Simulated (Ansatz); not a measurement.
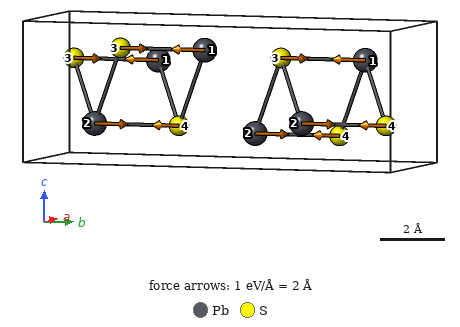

A changed version of a symmetric starting cell of PbS (made from another compound by putting S in place of Se), with the computed forces as orange arrows. Besides, all lengths are scaled by +4.6 % (volume +14.3 %). The picture is a ball-and-stick view of the conventional cell (2 times the calculation's cell), seen from a free direction. Lengths and directions refer to the drawn axes.

Level of theory: DFT PBE, scalar-relativistic, plane waves, PAW in Ansatz 0.2.0. (plane-wave cutoff 420 eV; k-point mesh 8 × 8 × 6; occupations gaussian; smearing width 0.02 eV; no spin polarisation)

How do the forces relate to the distortion?

The atoms keep their fractional coordinates. No relaxation follows. The starting cell wasn't computed here and needn't be at equilibrium, so pressure and forces aren't due to the change alone. The pressure is −4.7 GPa (not all of it need come from the change, since the unchanged cell can be under pressure at this level too). The principal stresses (compression positive) are −4.5 GPa along b, −4.8 GPa along c, −5.0 GPa along a. The largest forces, 0.58 eV/Å, act on Pb1 and Pb2; on Pb1 it points along −b. Some distances before and after: Pb–S 2.994 → 3.130 Å, Pb–S 2.721 → 2.845 Å. The space group stays Cmcm (No. 63).
